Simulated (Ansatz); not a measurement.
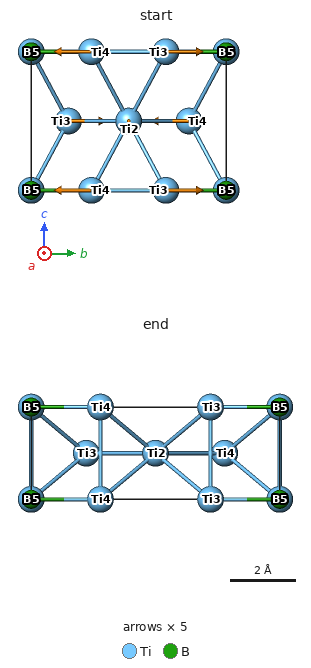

The structure of crystalline Ti4B (a generated structure, set up in I4/mmm) (coarse preliminary run) before (top) and after (bottom) a relaxation, at one scale. The orange arrows give the displacements (the part carried along by the change of the cell is left out), magnified 5 times.

Style: ball-and-stick. Shown: the conventional cell (2 times the calculation's cell), along the a axis. Lengths and directions refer to the drawn axes.

These are results of DFT PBE, scalar-relativistic, plane waves, PAW in Ansatz, not measurements. Set-up: plane-wave cutoff 420 eV; k-point mesh 6 × 6 × 6; occupations gaussian; smearing width 0.1 eV; no spin polarisation; cell and atoms relaxed; force threshold 0.04 eV/Å; at most 70 steps.

Summarise the run.

Answer. The energy falls by 1053 meV per atom in 16 accepted moves (18 points after the start). Largest force component: 1.8 eV/Å at the start, 0.00081 eV/Å at the end. Pressure: 34.62 GPa at the start and 0.01 GPa at the end. At 2 points the geometry stayed and the basis and grid were re-selected for the new cell (energy shift of 85.6 meV per atom at most each time). The largest moves relative to the cell, 0.24 Å, are those of Ti atoms. B stays in place. The volume changes by +8.2 %, with a = b 6.062 → 7.729 Å (+27.5 %), c 4.311 → 2.870 Å (−33.4 %). Near-neighbour distances that change, for instance: Ti–Ti 4.311 → 2.870 Å, Ti–Ti 2.314 → 3.424 Å, Ti–Ti 2.650 → 3.044 Å, B–Ti 1.874 → 2.152 Å. Bonds break: Ti–Ti (2.31 → 3.42 Å). The space group stays I4/mmm (No. 139). Cost: 2.2 min on 1 thread of Intel(R) Xeon(R) Processor @ 2.70GHz, with other jobs on the host, peak memory 0.44 GiB.
